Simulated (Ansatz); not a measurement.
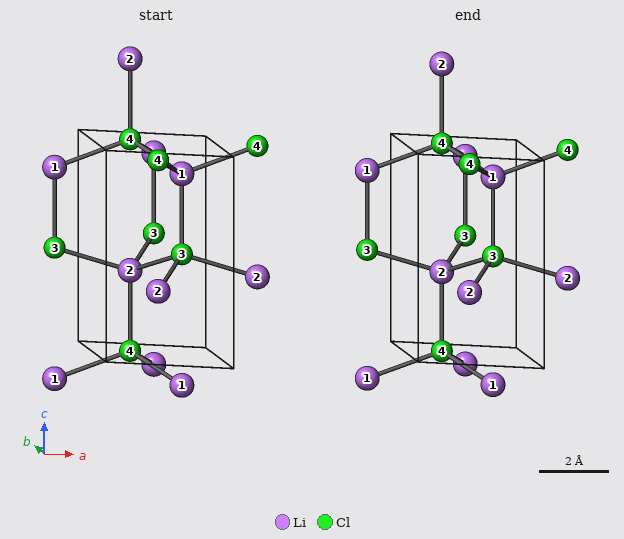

The structure of a crystal of LiCl (set up in P6_3mc) before (left) and after (right) a relaxation, at one scale.

A ball-and-stick model of the cell of the calculation, seen slightly off an axis.

Case: relaxed again under DFT PBEsol, scalar-relativistic, plane waves, PAW.

All numbers below come from Ansatz, DFT PBEsol, scalar-relativistic, plane waves, PAW.

Input file:
```yaml
crystal:
  lattice:
    - [3.9253803159, 0.0, 0.0]
    - [-1.962690158, 3.3994790731, 0.0]
    - [0.0, 0.0, 6.2893925612]
  atoms:
    - { symbol: Li, position: [0.6666666667, 0.3333333333, 0.8777888619] }
    - { symbol: Li, position: [0.3333333333, 0.6666666667, 0.3777888619] }
    - { symbol: Cl, position: [0.6666666667, 0.3333333333, 0.4972121381] }
    - { symbol: Cl, position: [0.3333333333, 0.6666666667, 0.9972121381] }
basis:
  ecutwfc: 420
kpoints:
  mp_grid: { grid: [9, 9, 4] }
hamiltonian:
  xc: pbesol
scf:
  occupations: { method: gaussian, width: 0.02 }
output:
  forces: true
  stress: true
  eigenvalues: true
relax:
  adjacent_minimum: "off"
  f_tol: 0.005
  max_steps: 50
  cell: { stress_tol: 0.05 }
```

Question: Describe what moved and what it gained.

Answer: After 2 accepted moves (3 points after the start) the energy has fallen by 2.6 meV per atom. Largest force component: 0.0027 eV/Å at the start, 0.0023 eV/Å at the end. Pressure: −0.94 GPa at the start and 0.04 GPa at the end. At 1 point the geometry stayed and the basis and grid were re-selected for the new cell (energy shift of less than 0.05 meV per atom at most each time). The largest moves relative to the cell, 0.005 Å, are those of Li1, Li2, Cl3 and Cl4. Cl3 goes along −c. Largest moves by element: Cl 0.005 Å, Li 0.005 Å. The volume changes by −4.1 %, with a = b 3.925 → 3.879 Å (−1.2 %), c 6.289 → 6.178 Å (−1.8 %). Among the contacts that change: Li1–Cl3 2.394 → 2.361 Å, Li1–Cl4 2.388 → 2.355 Å. The space group stays P6_3mc (No. 186). The run took roughly 16 core-seconds on a shared host.
